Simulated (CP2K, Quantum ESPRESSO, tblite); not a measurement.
**C(110) slab, H on the bottom face, stepped (156 atoms): other programs against plane waves**

One geometry of C(110) slab, H on the bottom face, stepped (156 atoms) is solved by several programs and methods. How far do their forces lie from a plane-wave PBE run?

Results are calculated, not measured.

## 1. The cell

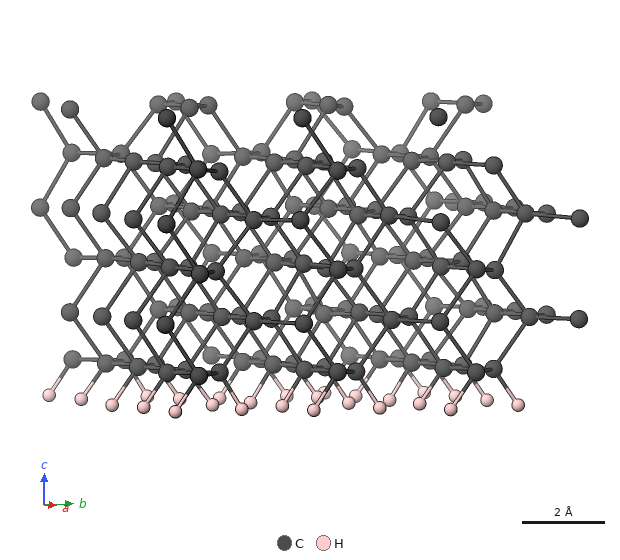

The cell (carbon dark grey, hydrogen pink). Bonds to atoms that aren't drawn are left out. Some periodic images of atoms are drawn too.

The cell holds 156 atoms (132 C and 24 H), with edges of 10.09, 10.70 and 17.20 Å. Recipe: diamond-structure C (a = 3.567 Å), (110) slab of 6 atomic planes, 4 x 3 surface cells, H on the broken bonds of the bottom face, 10 Å of vacuum; the top repeat layer removed from part of the cell (two steps); displaced by a Gaussian of 0.02 Å. Then every atom was moved at random, 0.03 Å r.m.s. a Cartesian component (hydrogen 0.6 of that).

## 2. The reference input

Quantum ESPRESSO 7.5: Kohn-Sham DFT, PBE, SSSP efficiency 1.3.0 pseudopotentials, plane waves. Its input, pw.in:

```
&control
  calculation = 'scf'
  pseudo_dir = './pseudo'
  outdir = './tmp'
  disk_io = 'none'
  tprnfor = .true.
/
&system
  ibrav = 0
  nat = 156
  ntyp = 2
  ecutwfc = 60
  ecutrho = 480
  nosym = .true.
  occupations = 'smearing'
  smearing = 'fd'
  degauss = 0.003675
/
&electrons
  conv_thr = 7.8e-07
  electron_maxstep = 100
  mixing_beta = 0.2
  mixing_mode = 'local-TF'
  diagonalization = 'david'
/
ATOMIC_SPECIES
C 12.011 C.upf
H 1.008 H.upf
CELL_PARAMETERS angstrom
10.08900 0.00000 0.00000
0.00000 10.70100 0.00000
0.00000 0.00000 17.19561
ATOMIC_POSITIONS crystal
C 0.87196 0.17091 0.34335
C 0.00066 0.08152 0.34223
C 0.99597 0.00215 0.41602
C 0.87532 0.25287 0.41632
[... 150 atom lines left out ...]
H 0.62676 0.89277 0.29185
H 0.74791 0.69290 0.29140
K_POINTS gamma
```

```console
$ OMP_NUM_THREADS=1 mpirun -np 4 pw.x -in pw.in > output.txt
```

The job ended after 7.5 min (4 MPI ranks of Arm Neoverse V2, shared host; peak memory 8.9 GiB).

It converged with an r.m.s. force component of 1.8 eV/Å.

## 3. The other programs

- CP2K 2026.2: Gaussian basis with GTH pseudopotentials and a plane-wave density; labels give functional, basis (MOLOPT sets; SR short-range, UZH the newer set with its own potentials), grid cutoff/relative cutoff and solver (OT: orbital transformation; TRS4, TC2, SIGN: linear-scaling purification with its sparsity filter), or its built-in tight binding.
- tblite 0.8.0: extended tight binding, driven from Python.

All use the same cell and atoms, and the electronic-structure runs the same k-mesh.

## 4. Side by side

Differences are against the reference: forces as r.m.s. over components, share as that over the reference's r.m.s. force, slope as the fitted ratio of a run's forces to the reference's.

```csv
run,"Δ force, r.m.s. (meV/Å)",share (%),slope,cores,CPU time,memory (GiB)
reference,-,-,-,4,30 min,8.9
"CP2K PBE+D3, DZVP-UZH, 450/50 Ry, diagonalisation",46.3,2.61,1.019,4,16 min,4.9
"CP2K PBE, DZVP-UZH, 157/50 Ry, diagonalisation (coarse)",163,9.18,1.019,4,14 min,2.0
"CP2K PBE, DZVP-UZH, 315/50 Ry, diagonalisation (coarse)",46.9,2.64,1.019,4,17 min,3.4
"CP2K PBE, DZVP-UZH, 450/50 Ry, diagonalisation",45.7,2.57,1.019,4,16 min,4.8
"CP2K PBE, SZV-MOLOPT-SR, 450/50 Ry, diagonalisation (coarse)",601,33.8,1.274,2,6.4 min,3.6
"CP2K PBEsol, PBE potentials, DZVP-UZH, 450/50 Ry, diagonalisation",98.2,5.53,1.026,4,16 min,4.8
tblite GFN2-xTB,286,16.1,0.972,1,11 s,0.14
```

Rows marked coarse were listed beforehand as settings not expected to be converged; some can still land near the reference.

CPU time is summed over cores on shared hosts, so it is rough.

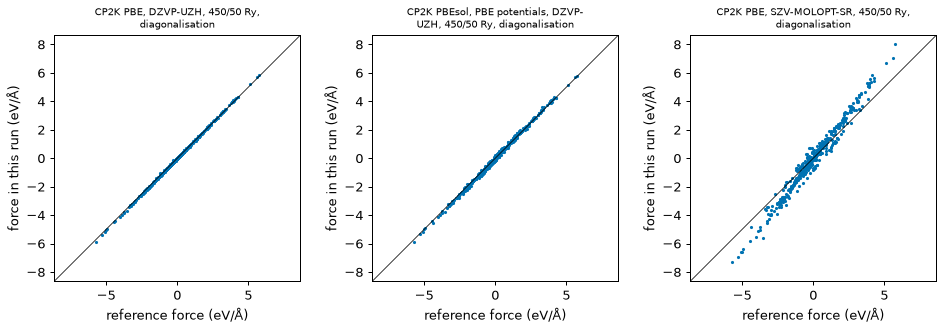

Force components against those of the reference; the line marks equality.

## 5. What came out

Forces lie from 2.6 % (CP2K PBE, DZVP-UZH, 450/50 Ry, diagonalisation) to 34 % (CP2K PBE, SZV-MOLOPT-SR, 450/50 Ry, diagonalisation, coarse) of the reference's r.m.s. force of 1.8 eV/Å away from it. The PBE run in local orbitals, coarse settings apart, differs by 2.6 % (CP2K PBE, DZVP-UZH, 450/50 Ry, diagonalisation); basis, grid and potentials can all enter. Tight binding differs by 16 % (tblite GFN2-xTB); it is another model, with fitted parameters of its own, and the xTB methods hold dispersion. Rows with another functional or a dispersion term differ by 2.6 % (CP2K PBE+D3, DZVP-UZH, 450/50 Ry, diagonalisation) to 5.5 % (CP2K PBEsol, PBE potentials, DZVP-UZH, 450/50 Ry, diagonalisation), which mixes the change of model with differences of basis and potentials, some of them made for another functional.

Runs with settings chosen to be coarse differ by 2.6 % (CP2K PBE, DZVP-UZH, 315/50 Ry, diagonalisation) to 34 % (CP2K PBE, SZV-MOLOPT-SR, 450/50 Ry, diagonalisation), their programs' other errors included. CP2K PBE, SZV-MOLOPT-SR, 450/50 Ry, diagonalisation stiffens the forces by a factor of 1.27 while following their directions (correlation 0.988); the slopes of the 6 CP2K runs lie between 1.02 and 1.27. From CP2K PBE, DZVP-UZH, 157/50 Ry, diagonalisation to the finer CP2K PBE, DZVP-UZH, 450/50 Ry, diagonalisation the share falls from 9.2 to 2.6 %.

Caveats: Periodic xTB results under one method name differ between programs and library versions. The runs have no spin polarisation, so any moments at edges, vacancies or dangling bonds can't form. The electronic-structure runs sample only Γ, in a cell whose shortest periodic width is 10 Å, which is coarse for a cell with partly filled levels. The slab repeats along its normal with no dipole correction. Where levels are smeared, the DFT runs use Fermi–Dirac occupations at 580 K (0.05 eV), and energies are free energies. The atoms were displaced at random, and shares hang on the size of the forces that this gives. The reference's cutoffs and mesh weren't converged further here.

[Logs are printed without paths, hosts, clocks, repeated set-up lines and the standing remarks that a program may print on its own settings, such as how far it seeks lower states.]

[Hosts, paths, dates, database ids (printed as entryN), source tags and the programs' standing remarks are cut or masked in the printed files.]

[Cells were taken only where this reference lay near another plane-wave run.]
